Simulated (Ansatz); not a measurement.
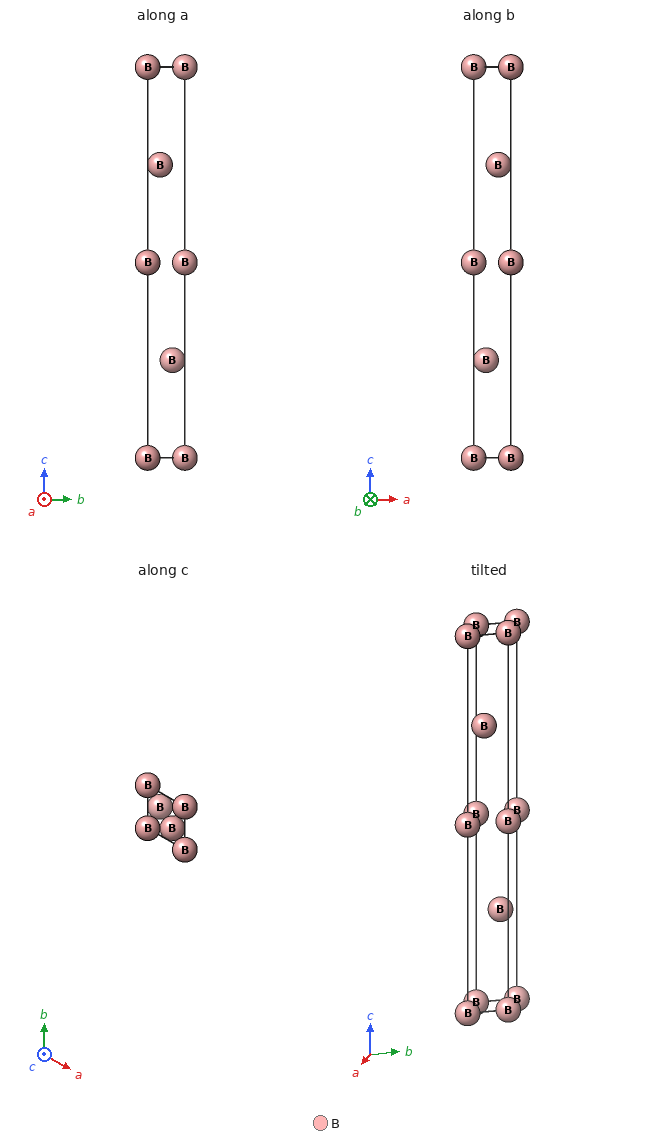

Spheres-only representation of a periodic structure, projected along the a axis, along the b axis, along the c axis and slightly off an axis. Atoms at the boundary of the conventional unit cell (the box) are drawn once for each face, edge or corner they touch.

Lattice parameters: a = 1.708 Å, b = 1.708 Å, c = 15.534 Å, α = 90.00°, β = 90.00°, γ = 120.00°.

Express the structure as a table of Wyckoff sites.

Answer. Space group P6_3/mmc (No. 194).
| atom | site | x | y | z |
| --- | --- | --- | --- | --- |
| B | 2a | 0.0000 | 0.0000 | 0.0000 |
| B | 2c | 0.3333 | 0.6667 | 0.2500 |

It goes back to a structure type filled with this element by a generator (whether the element takes this form wasn't checked). It is drawn as it came out of a relaxation with DFT, r2SCAN, plane waves (500 eV) with PAW, scalar-relativistic in Ansatz 0.2.0.
